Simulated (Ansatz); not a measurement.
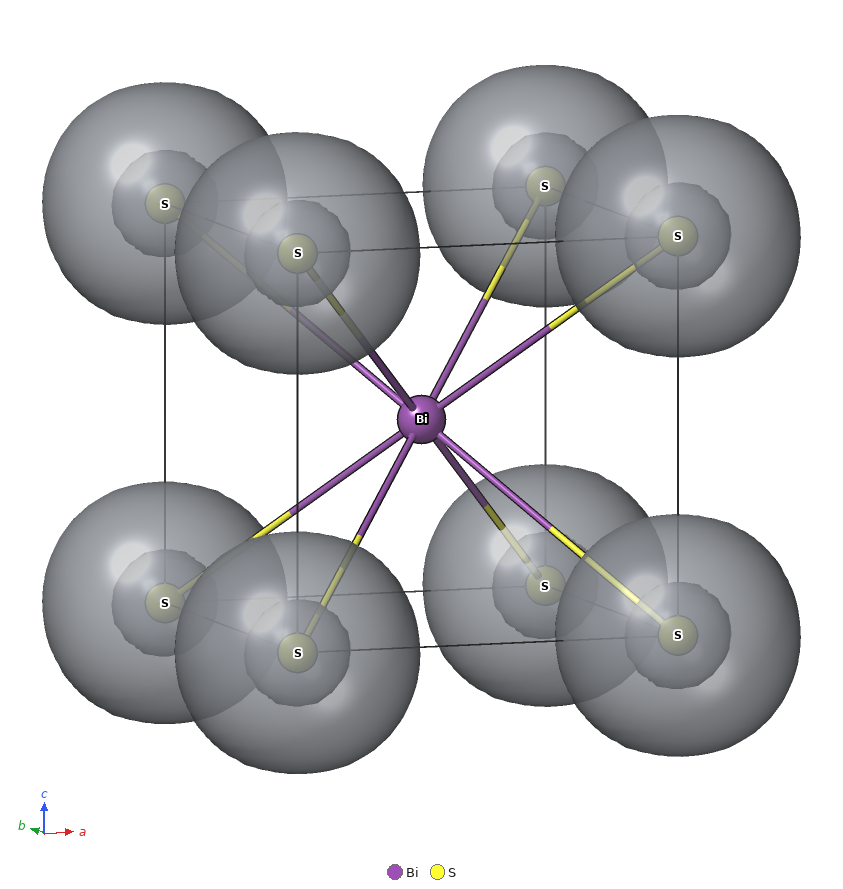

BiS. Isosurface of the ELF at 0.7 (grey), seen slightly off an axis. Core shells and regions of very low density are left out. Sticks mark near contacts.

Space group Pm-3m; a generated structure, not necessarily the stable one; computed pressure about −11 GPa in this cell.

All numbers below come from Kohn-Sham DFT of a periodic cell, PBE, Ansatz PAW (Ansatz 0.2.0).

Core electrons are frozen (PAW), and the valence fields are smoothed inside the atomic spheres.

**Where are the electrons localised?**

The ELF exceeds this value in one region wrapped around S (its valence shell), counted in one cell of 2 atoms. Any copies at cell faces, edges or corners count once. Profiles from the grid: Bi–S (3.47 Å): the ELF is about 0.20 at the midpoint (no shared electron pair shows on this line).

**Does the calculation give a band gap?**

It is metallic or semimetallic at this level of theory: no gap opens.
